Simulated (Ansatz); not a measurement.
System: Al₂Au, space group Fm-3m (No. 225).

Structure:
```yaml
crystal:
  lattice:
    - [0.00000, 3.00000, 3.00000]
    - [3.00000, 0.00000, 3.00000]
    - [3.00000, 3.00000, 0.00000]
  atoms:
    - { symbol: Au, position: [0.00000, 0.00000, 0.00000] }
    - { symbol: Al, position: [0.75000, 0.75000, 0.75000] }
    - { symbol: Al, position: [0.25000, 0.25000, 0.25000] }
```

Calculation (Ansatz 0.2.0): all-electron LAPW DFT, no spin polarisation; energies at scaled volumes of the given cell, shape and fractions fixed, counted from the fit's minimum, third-order Birch-Murnaghan fit. Level: PBEsol.

- k mesh: 8×8×8
- occupations: Fermi–Dirac
- smearing width: 0.05 eV
- potentials: all electron LAPW, scalar relativistic
- program settings: basis error eV/atom 0.001

Describe the result: the energy and pressure against volume. The volume takes the values 16.92, 17.28, 17.64, 18.00, 18.36, 18.72, 19.08 Å³/atom.

A third-order Birch–Murnaghan fit gives V0 = 18.01 Å³/atom, B0 = 114 GPa and B′ = 4.9. The energy is 26.33 meV/atom at volume 16.92 Å³/atom and 20.34 meV/atom at 19.08 Å³/atom; the lowest computed point is at volume 18.00 Å³/atom (0.00 meV/atom), in a single well. The pressure falls from 8.26 GPa at volume 16.92 Å³/atom to −5.73 GPa at 19.08 Å³/atom, and changes sign near 18.01 Å³/atom.

| volume (Å³/atom) | energy (meV/atom) | pressure (GPa) |
| --- | --- | --- |
| 16.92 | 26.33 | 8.26 |
| 17.28 | 11.30 | 5.20 |
| 17.64 | 2.75 | 2.47 |
| 18.00 | 0.00 | 0.04 |
| 18.36 | 2.38 | −2.11 |
| 18.72 | 9.34 | −4.03 |
| 19.08 | 20.34 | −5.73 |

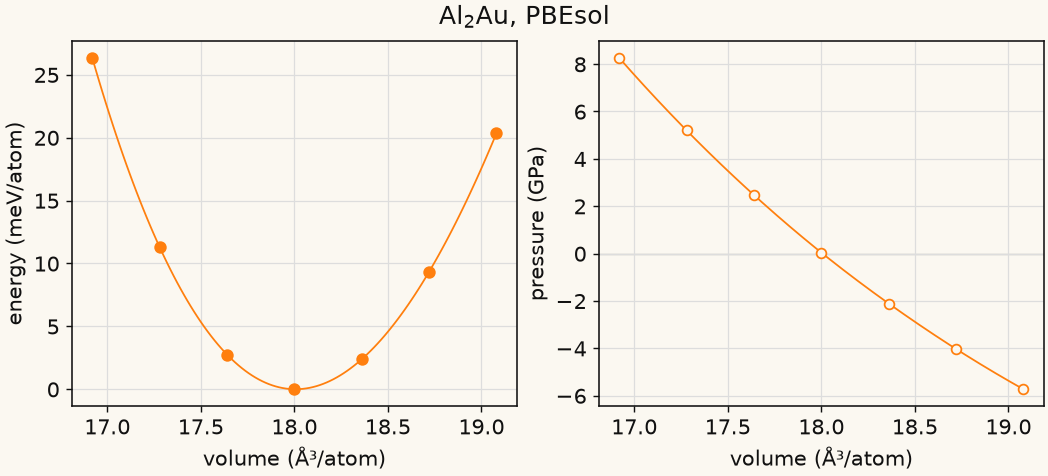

Note: spin-orbit coupling left out, heavy elements.
